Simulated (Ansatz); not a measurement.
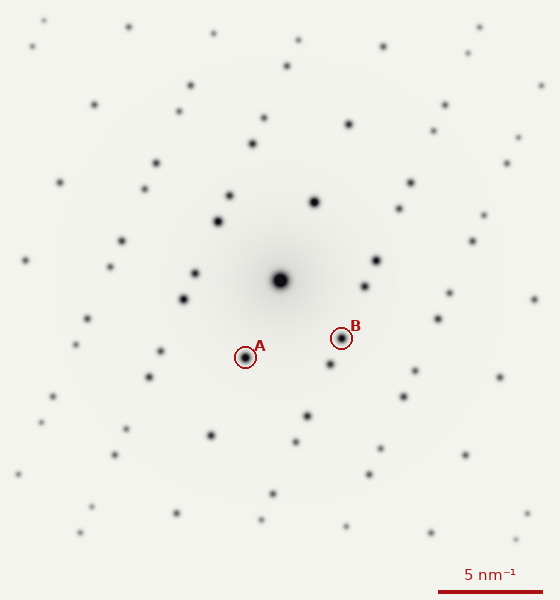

Computed electron diffraction pattern, 120 kV, single scattering only, B = 0.3 Å². Two individuals of a reflection twin are superposed (a geometric construction: whether this twin forms is not tested; the second individual is smaller and so fainter). Crystal: Ta, space group Fm-3m (No. 225), a = 4.223 Å, zone axis [110]. Structure: the geometry relaxed with DFT, PBE, plane waves (420 eV) with PAW, scalar-relativistic in Ansatz; the starting structure was generated, so it need not be a known form of this composition.

```tsv
atom	site	symmetry	x	y	z
Ta	4a	m-3m	0.0000	0.0000	0.0000
```

In the first individual spot A is -1 1 -1 and spot B is -1 1 1.

> On which plane is the crystal twinned?

(1-11). The spot positions of the combined pattern are mirror-symmetric about the row through 1 -1 1 (d = 2.438 Å), which both individuals share, while a single individual has only symmetry 2mm without that mirror line. Friedel's law adds the mirror line at right angles, so a twin on (1-1-2) would give the same picture; the more widely spaced plane was used.

> Which other reflections coincide?

Off the common row, 2 -2 -4, 1 -1 -5, 3 -3 -3 and their kin fall on spots of the second individual; about 18 % of the first individual's visible spots are shared.
